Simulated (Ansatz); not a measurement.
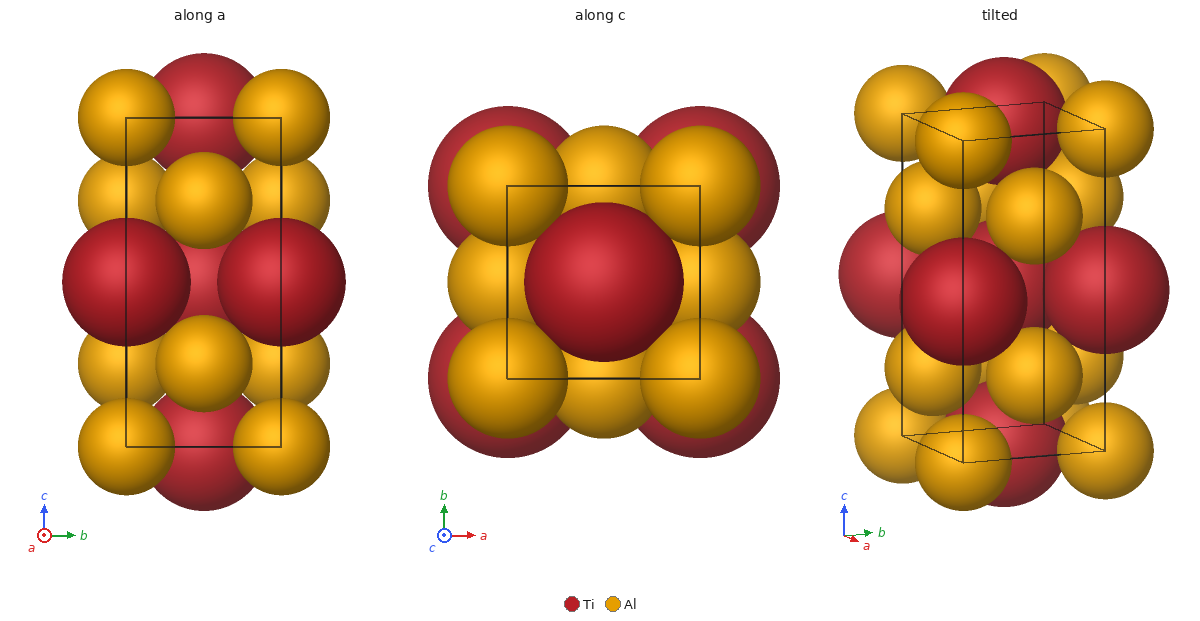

Shown here is a space-filling view of the crystal, taken along the a axis, along the c axis and slightly off an axis. The wireframe shows the conventional unit cell. Cell: a = 3.855 Å, b = 3.855 Å, c = 8.189 Å, α = 90.00°, β = 90.00°, γ = 90.00°.

Summary of the structure:

- The solid is Ti$_{3}$Al$_{5}$.
- The symmetry is that of P4/mmm (No. 123), on a primitive tetragonal lattice.
- In the cell are 3 Ti, 5 Al, which makes 1 formula unit.
- Ti takes three kinds of site: 1b with eight Al and four Ti in a cuboctahedral arrangement (about 2.8 Å to Al, 2.7 Å to Ti); 1c with twelve Al in a cuboctahedral arrangement at about 2.7 to 2.8 Å; 1d with eight Al and four Ti in a cuboctahedral arrangement (about 2.8 Å to Al, 2.7 Å to Ti). Al takes two kinds of site: 4i with six Ti and six Al in a cuboctahedral arrangement (about 2.8 Å to Ti, 2.7 to 2.8 Å to Al); 1a with eight Al and four Ti in a cuboctahedral arrangement (about 2.8 Å to Al, 2.7 Å to Ti).

Starting structure: a structure listed in the Materials Project. Earlier steps of the study, as a rule a relaxation of our own, may have changed the cell and positions, so they can lie some per cent off the listed ones. It went into a calculation with Ansatz.
